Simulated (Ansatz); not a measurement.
**SnO2: single-point calculation**

The run: single-point calculation of SnO2 (P4₂/mnm, 6 atoms in the cell). Method and program: DFT, LDA, plane waves, PAW, no spin polarisation (Ansatz 0.2.0).

The structure derives from an entry of the Crystallography Open Database. The geometry comes from this level: r2SCAN.

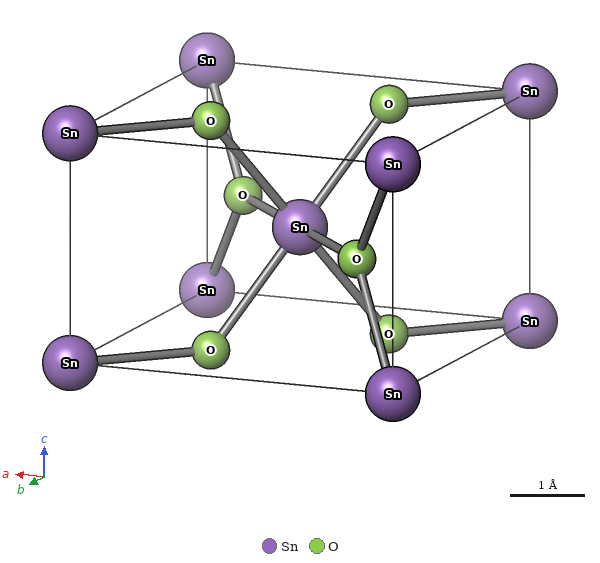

**Figure 1.** The input geometry (ball-and-stick view of the cell of the calculation, seen at an oblique angle). Near neighbours in the crystal (not all of them lie inside the picture): Sn has 6 O at 2.06 to 2.07 Å; O has 3 Sn at 2.06 to 2.07 Å.

Key numbers

```json
{"quantity": "outcome", "value": "converged"}
{"quantity": "space group (tolerance 0.01 Å)", "value": "P4₂/mnm (136)"}
{"quantity": "electrons treated", "value": "52"}
{"quantity": "free energy", "value": "−13980.3458 eV"}
{"quantity": "Fermi energy", "value": "8.958 eV"}
{"quantity": "gap on the k-point mesh", "value": "0.95 eV"}
{"quantity": "pressure", "value": "−3.80 GPa"}
{"quantity": "largest force (length of the vector)", "value": "0.076 eV/Å"}
{"quantity": "hardware", "value": "4 threads of Arm Neoverse V2, 24 GiB of memory available, shared host"}
{"quantity": "wall time", "value": "2 s (CPU time 7.2 s)"}
{"quantity": "peak memory", "value": "0.4 GiB"}
```

Input
```yaml
crystal:
  lattice:
    - [4.760494905, 0.0, 0.0]
    - [0.0, 4.760494905, 0.0]
    - [0.0, 0.0, 3.2001628095]
  atoms:
    - { symbol: Sn, position: [0.0, 0.0, 0.0] }
    - { symbol: Sn, position: [0.5, 0.5, 0.5] }
    - { symbol: O, position: [0.3058809151, 0.3058809151, 0.0] }
    - { symbol: O, position: [0.1941190849, 0.8058809151, 0.5] }
    - { symbol: O, position: [0.6941190849, 0.6941190849, 0.0] }
    - { symbol: O, position: [0.8058809151, 0.1941190849, 0.5] }
kpoints:
  mp_grid: { grid: [6, 6, 8] }
  band_path:
    path:
      - [0.0, 0.0, 0.0]
      - [0.0, 0.5, 0.0]
      - [0.5, 0.5, 0.0]
      - [0.0, 0.0, 0.5]
      - [0.0, 0.5, 0.5]
      - [0.5, 0.5, 0.5]
    npoints: 1
hamiltonian:
  xc: lda
scf:
  occupations: { method: fixed }
  n_extra_bands: 5
output:
  forces: true
  stress: true
  eigenvalues: true
  write_density: true
  write_potential: true
  elf: true
  volumetric_format: npy
```

Launch command:
```bash
ansatz run input.yaml --threads 4 --pin off --max-ram 9216MiB --backend cpu --events-out ev --progress --plain --runs-dir out
```

Output
```
scf.n_extra_bands = 5 over 26 filled bands (N_el = 52.0): the run solves 31 bands
Engine: ansatz 0.2.0, aarch64-unknown-linux-gnu
Pseudopotentials: kind: paw
Pseudopotential: Sn, paw, valence charge 14, recommended cutoff 420 eV (normal), Sn.paw.azcp
Pseudopotential: O, paw, valence charge 6, recommended cutoff 420 eV (normal), O.paw.azcp
Functional definition: SPW92
  exchange = slater_x
  correlation = pw_c
Crystal: 6 atoms, lattice volume = 72.523 Å³
Basis set: ecut = 420 eV, 1427 PW (Γ)
Bands: 31, of which v1, the nominal top of the filled ones, is band 26 counted from 1 (25 counted from 0)
Symmetry: 16 space group operations
Space group: P42/mnm (ITA 136), of the structure as read, at distance tolerance 4.2e-5 Å
k-points: 50 of 288
Non-local potential: Sn, projectors of the file, l = 0: 2, l = 1: 2, l = 2: 2, l = 3: 2
Non-local potential: O, projectors of the file, l = 0: 2, l = 1: 2, l = 2: 1
PAW form: soft (Blöchl's): semilocal exchange-correlation on the pseudo side does not see the compensation charge
PAW frozen core: Sn, regenerated for the run's functional, and the local potential with it (the file was generated under x = pbe(κ = 0.804, μ = 0.2195149727645171), c = pbe(β = 0.06672455060314922))
PAW frozen core: O, regenerated for the run's functional, and the local potential with it (the file was generated under x = pbe(κ = 0.804, μ = 0.2195149727645171), c = pbe(β = 0.06672455060314922))
PAW one-centre angular grid: Sn, 590 points (default); XC on 64 Gauss nodes
PAW one-centre angular grid: O, 110 points (default); XC on 64 Gauss nodes
Initial density: superposition of atomic densities (neutral atoms: chi_scale 0, normalization atom), corrected by the library's trained network
Initial wavefunctions: pseudopotential atomic-orbital guess
Functional: x = slater, c = lda
SCF iter   1: F=—  HF=-13980.411335 eV  |F-HF|=—  |Δ(HF+E_count)|=         —  Δρ=1.89e-2  dr2=2.19e-1  ethr=1.77e-3  ⟨swp⟩=4.5  Hψ=5870  notcnv=0  defer=148
preconditioner: auto → Resta (q_TF=auto, 2.581 Å⁻¹)  ε∞=3.8  [insulator: Δε(μ)=0.778 eV  Ē_g=18.721 eV  n_scr=18 (ndim 8)  ℏωp=31.4 eV  f_vac=0.030  ε∞_Penn≈3.8]
SCF iter   2: F=—  HF=-13980.348609 eV  |F-HF|=—  |Δ(HF+E_count)|=   6.27e-2  Δρ=4.89e-3  dr2=6.92e-3  ethr=4.21e-4  ⟨swp⟩=2.2  Hψ=2551  notcnv=0  defer=150
SCF iter   3: F=—  HF=-13980.346343 eV  |F-HF|=—  |Δ(HF+E_count)|=   2.27e-3  Δρ=2.12e-3  dr2=1.74e-3  ethr=1.33e-5  ⟨swp⟩=2.0  Hψ=2865  notcnv=0  defer=150
SCF iter   4: F=—  HF=-13980.345782 eV  |F-HF|=—  |Δ(HF+E_count)|=   5.61e-4  Δρ=3.79e-4  dr2=7.79e-5  ethr=3.35e-6  ⟨swp⟩=3.0  Hψ=2674  notcnv=0  defer=137
SCF iter   5: F=—  HF=-13980.345776 eV  |F-HF|=—  |Δ(HF+E_count)|=   6.28e-6  Δρ=7.98e-5  dr2=3.59e-6  ethr=1.50e-7  ⟨swp⟩=1.7  Hψ=1896  notcnv=0  defer=55
SCF iter   6: F=-13980.345776 eV  HF=-13980.345776 eV  |F-HF|=4.37e-8  |Δ(HF+E_count)|=   8.22e-7  Δρ=1.26e-5  dr2=9.66e-8  ethr=1.92e-10  ⟨swp⟩=14.1  Hψ=13576  notcnv=0
SCF 1 converged in 6 iterations: F = -13980.345776 eV  dr2 = 9.66e-8
  greatest PAW one-centre occupation: 0.997 electrons in one spin orbital (limit 2), on the Sn atom at site 1 (counted from 0), in its partial waves of l = 2
```

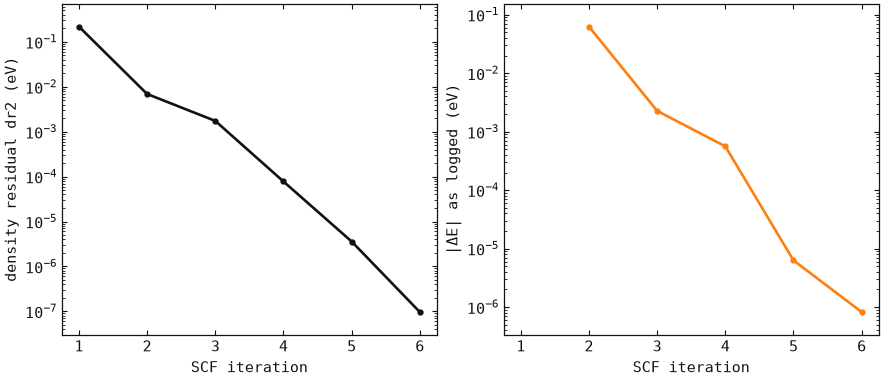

**Figure 2.** Convergence of the self-consistent field: density residual dr2 and size of the energy change against the SCF iteration. The residual falls at every step.

```
NSCF: frozen V_eff on 6 k-points
SCF converged after 6 iterations
Free energy (F): -13980.345776 eV
Harris-Foulkes:  -13980.345776 eV  (|F-HF|=4.37e-8)
Internal energy: -13980.345776 eV  (E = F + TS)
E sigma→0 (E₀):  -13980.345776 eV
Fermi energy:    8.957592 eV
--- Per-component energies (eV) ---
  E_band       = -141.982627
  E_kinetic    = 1079.010272
  E_local      = -2890.755486  (includes V_loc(G=0)·N_el)
  E_nonlocal   = 150.661057
  E_hartree    = 1488.295738
  E_xc         = -1041.394765
  E_vxc        = -563.641426  (∫ρ·V_xc dr)
  E_paw        = -8602.051632  (= ΣΔE_a)
  E_vpaw       = -893.877711  (= ΣTr[D̂ρ^β])
  E_aug_tail   = 0.010150  (compensation charges beyond the density's cutoff)
  E_ewald      = -4165.358593
  E_core_change = 1.237482  (= ΣΔE_core)
  E_smearing   = -0.000000  (= −TS)
  E_closure    = 0.000000  (closes the sum)
  Σ components = -13980.345776   (vs F -13980.345776, Δ=0.00e0)
--- Forces (eV/Å), atoms counted from 1 ---
  atom   1  Sn     0.00000000    -0.00000000    -0.00000000
  atom   2  Sn    -0.00000000    -0.00000000    -0.00000000
  atom   3  O      0.05390690     0.05390690     0.00000000
  atom   4  O     -0.05390690     0.05390690    -0.00000000
  atom   5  O     -0.05390690    -0.05390690    -0.00000000
  atom   6  O      0.05390690    -0.05390690     0.00000000
  max |Σ_I F_I| component: 6.94e-18 eV/Å
--- Stress (GPa, compression-positive) ---
       -3.790280       0.000000       0.000000
        0.000000      -3.790280       0.000000
        0.000000       0.000000      -3.832420
  P = ⅓ Tr σ = -3.8043 GPa (-38.043 kbar)
--- Band table (eV; the first three rows and the last of 50) ---
  k-point 0: bands = ["-12.0335", "-11.3063", "-11.0483", "-11.0280", "-11.0280", "-10.9406", "-10.8955", "-10.8079", "-10.7883", "-10.7883", "-9.7485", "-7.8313", "-7.8313", "-6.0832", "0.7095", "4.8242", "4.8242", "4.9714", "5.8145", "6.9099", "6.9962", "7.6843", "7.6843", "8.1656", "8.1656", "8.9576", "9.9081", "14.7819", "14.9785", "14.9785", "18.9697"]
  k-point 1: bands = ["-11.9616", "-11.2234", "-11.1642", "-11.1642", "-11.0203", "-10.9521", "-10.8893", "-10.8087", "-10.8087", "-10.8084", "-9.6581", "-7.5989", "-7.5989", "-6.1962", "0.6932", "4.8400", "4.9676", "4.9676", "5.8814", "5.9188", "6.8690", "7.1077", "7.1077", "8.1970", "8.1970", "8.8264", "10.8903", "15.0887", "15.6274", "15.6274", "18.0231"]
  k-point 2: bands = ["-11.7737", "-11.4481", "-11.4481", "-11.0956", "-10.9451", "-10.9400", "-10.8729", "-10.8483", "-10.8483", "-10.8111", "-9.3496", "-7.0786", "-7.0786", "-6.5576", "0.7120", "4.2544", "4.6682", "5.3073", "5.3073", "6.0890", "6.0890", "6.2223", "6.3971", "8.0988", "8.0988", "8.4538", "12.4750", "15.5274", "17.0462", "17.0462", "17.4270"]
  k-point 49: bands = ["-11.7870", "-11.7870", "-11.3366", "-11.3366", "-10.9022", "-10.9022", "-10.8258", "-10.8258", "-10.7882", "-10.7882", "-7.7928", "-7.7928", "-6.4672", "-6.4672", "0.8580", "0.8580", "3.8881", "3.8881", "6.3309", "6.3309", "6.5049", "6.5049", "7.9881", "7.9881", "8.1259", "8.1259", "13.4542", "13.4542", "17.5266", "17.5266", "19.5937"]
```

File bands.tsv
```
# k_distance	band_0	band_1	band_2	band_3	band_4	band_5	band_6	band_7	band_8	band_9	band_10	band_11	band_12	band_13	band_14	band_15	band_16	band_17	band_18	band_19	band_20	band_21	band_22	band_23	band_24	band_25	band_26	band_27	band_28	band_29	band_30
# fermi_ev = 8.957592
# lock_threshold_ev = 1e-6
# [0, 0, 0] at k_distance = 0.000000
# [0, 0.5, 0] at k_distance = 0.659930
# [0.5, 0.5, 0] at k_distance = 1.319860
# [0, 0, 0.5] at k_distance = 2.674387
# [0, 0.5, 0.5] at k_distance = 3.334317
# [0.5, 0.5, 0.5] at k_distance = 3.994247
# levels_relative_to = fermi_ev
# free_energy_ev = -13980.345776
# largest_residual_norms_ev = 1.038e-4 1.224e-4 6.014e-4 7.309e-4 6.396e-4 8.052e-4 5.826e-4 6.251e-4 5.788e-4 7.348e-4 4.800e-4 6.292e-4 6.175e-4 3.714e-4 1.395e-3 1.922e-3 1.125e-3 1.954e-3 9.851e-4 1.953e-3 1.435e-3 1.965e-3 7.778e-4 1.126e-3 1.505e-3 1.695e-3 1.513e-3 1.264e-3 1.451e-3 2.204e-3 4.088e-3
0.000000	-20.991071	-20.263908	-20.005940	-19.985555	-19.985555	-19.898236	-19.853122	-19.765496	-19.745894	-19.745894	-18.706068	-16.788937	-16.788937	-15.040746	-8.248118	-4.133400	-4.133400	-3.986189	-3.143058	-2.047661	-1.961412	-1.273278	-1.273278	-0.792017	-0.792017	0.000000	0.950524	5.824328	6.020885	6.020885	10.012061
0.659930	-20.654911	-20.654911	-19.994847	-19.994847	-19.977402	-19.977402	-19.805877	-19.805877	-19.755475	-19.755475	-17.933273	-17.933273	-15.741724	-15.741724	-6.659834	-6.659834	-3.137586	-3.137586	-3.007511	-3.007511	-2.009604	-2.009604	-1.228192	-1.228192	-0.640303	-0.640303	4.131751	4.131751	6.774854	6.774854	10.601289
1.319860	-20.738479	-20.738479	-19.988106	-19.988106	-19.979484	-19.979484	-19.801263	-19.801263	-19.744776	-19.744776	-16.918399	-16.918399	-16.900213	-16.900213	-5.577100	-5.577100	-3.958424	-3.958424	-3.051753	-3.051753	-2.023936	-2.023936	-1.352797	-1.352797	-0.904420	-0.904420	4.526593	4.526593	7.218462	7.218462	10.631329
2.674387	-20.731428	-20.731428	-20.278198	-20.278198	-19.857067	-19.857067	-19.789856	-19.789856	-19.751805	-19.751805	-16.940776	-16.940776	-15.339372	-15.339372	-7.326991	-7.326991	-4.294831	-4.294831	-3.810931	-3.810931	-2.698161	-2.698161	-1.672121	-1.672121	-1.255737	-1.255737	5.820337	5.820337	9.394702	9.394702	10.320353
3.334317	-20.912772	-20.912772	-20.005106	-20.005106	-19.859750	-19.859750	-19.783146	-19.783146	-19.736310	-19.736310	-17.198704	-17.198704	-15.149456	-15.149456	-7.014478	-7.014478	-5.633803	-5.633803	-4.262139	-4.262139	-1.762590	-1.762590	-1.103611	-1.103611	-0.744798	-0.744798	6.088415	6.088415	7.723150	7.723150	10.636693
3.994247	-20.744566	-20.744566	-20.294226	-20.294226	-19.859767	-19.859767	-19.783365	-19.783365	-19.745827	-19.745827	-16.750353	-16.750353	-15.424793	-15.424793	-8.099564	-8.099564	-5.069476	-5.069476	-2.626701	-2.626701	-2.452684	-2.452684	-0.969458	-0.969458	-0.831692	-0.831692	4.496654	4.496654	8.569047	8.569047	10.636150
```

File rho_z.tsv
```
# z_ang	rho[e/angstrom^3]
# format = ansatz-planar-average/11
# lattice	4.760494905	0.000000000	0.000000000
# lattice	0.000000000	4.760494905	0.000000000
# lattice	0.000000000	0.000000000	3.200162810
# sites	6
# site	50	0.000000000	0.000000000	0.000000000
# site	50	2.380247452	2.380247452	1.600081405
# site	8	1.456144538	1.456144538	0.000000000
# site	8	0.924102915	3.836391990	1.600081405
# site	8	3.304350367	3.304350367	0.000000000
# site	8	3.836391990	0.924102915	1.600081405
0.000000	1.190894e0
0.133340	1.113361e0
0.266680	9.154389e-1
0.400020	6.777807e-1
0.533360	4.792694e-1
0.666701	3.598969e-1
0.800041	3.217673e-1
0.933381	3.598969e-1
1.066721	4.792694e-1
1.200061	6.777807e-1
1.333401	9.154389e-1
1.466741	1.113361e0
1.600081	1.190894e0
1.733422	1.113361e0
1.866762	9.154389e-1
2.000102	6.777807e-1
2.133442	4.792694e-1
2.266782	3.598969e-1
2.400122	3.217673e-1
2.533462	3.598969e-1
2.666802	4.792694e-1
2.800142	6.777807e-1
2.933483	9.154389e-1
3.066823	1.113361e0
```

File v_z.tsv
```
# z_ang	v_es[eV]	v_tot[eV]
# format = ansatz-planar-average/11
# xc	lda
# density_cutoff_ev	1680
# datasets	Sn=:simpson_from_first_knot:soft:shift=-1220914	O=:simpson_from_first_knot:soft:shift=-566719
# lattice	4.760494905	0.000000000	0.000000000
# lattice	0.000000000	4.760494905	0.000000000
# lattice	0.000000000	0.000000000	3.200162810
# sites	6
# site	50	0.000000000	0.000000000	0.000000000
# site	50	2.380247452	2.380247452	1.600081405
# site	8	1.456144538	1.456144538	0.000000000
# site	8	0.924102915	3.836391990	1.600081405
# site	8	3.304350367	3.304350367	0.000000000
# site	8	3.836391990	0.924102915	1.600081405
0.000000	6.301150e0	-6.618726e0
0.133340	6.421573e0	-6.345980e0
0.266680	6.778199e0	-5.570143e0
0.400020	7.309046e0	-4.454154e0
0.533360	8.037500e0	-3.118500e0
0.666701	8.707624e0	-1.984889e0
0.800041	8.907879e0	-1.610096e0
0.933381	8.707624e0	-1.984889e0
1.066721	8.037500e0	-3.118500e0
1.200061	7.309046e0	-4.454154e0
1.333401	6.778199e0	-5.570143e0
1.466741	6.421573e0	-6.345980e0
1.600081	6.301150e0	-6.618726e0
1.733422	6.421573e0	-6.345980e0
1.866762	6.778199e0	-5.570143e0
2.000102	7.309046e0	-4.454154e0
2.133442	8.037500e0	-3.118500e0
2.266782	8.707624e0	-1.984889e0
2.400122	8.907879e0	-1.610096e0
2.533462	8.707624e0	-1.984889e0
2.666802	8.037500e0	-3.118500e0
2.800142	7.309046e0	-4.454154e0
2.933483	6.778199e0	-5.570143e0
3.066823	6.421573e0	-6.345980e0
```

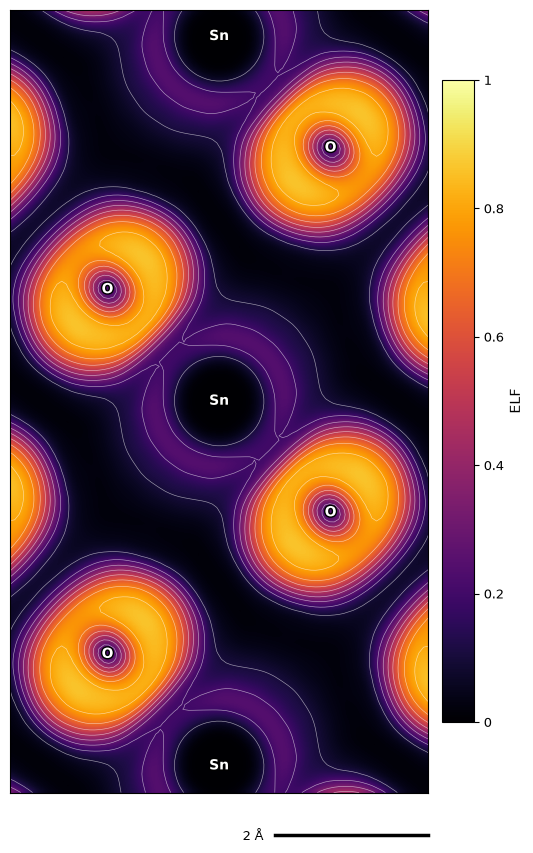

**Figure 3.** Electron localisation function on the (001) plane of the conventional cell. Atoms in the plane: Sn and O. Sn–O (2.06 Å): the ELF is about 0.25 at the midpoint. Core electrons are frozen (PAW), so the fields are smoothed inside the atomic spheres.

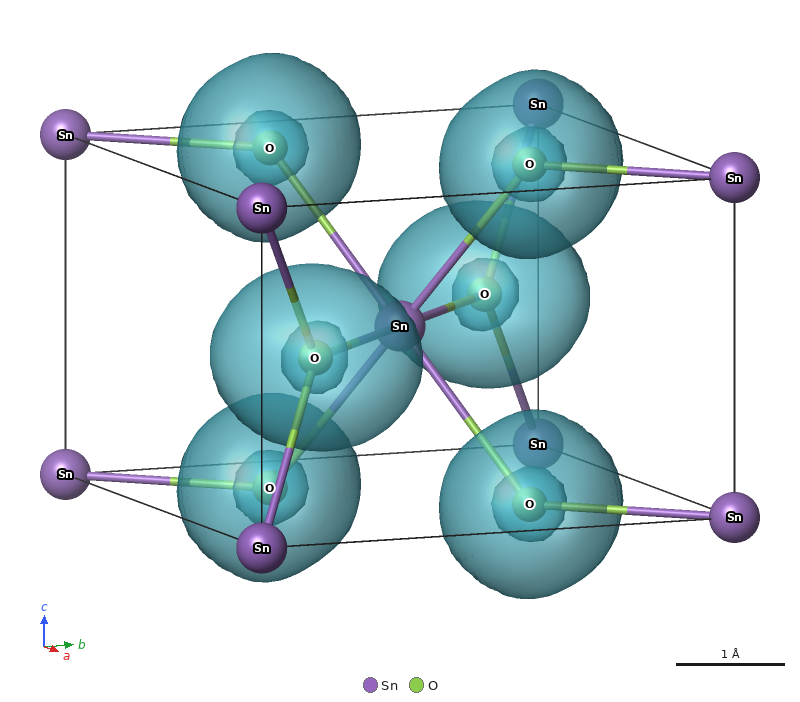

**Figure 4.** Isosurface of the electron localisation function at 0.65 (cyan), seen slightly off an axis. Only the valence region is drawn (cores and ρ < 0.01 e/Å³ removed). Sticks mark near contacts. The outline is the cell set on symmetry axes. Values along the shortest contacts: Sn–O (2.06 Å): the ELF is about 0.25 at the midpoint.
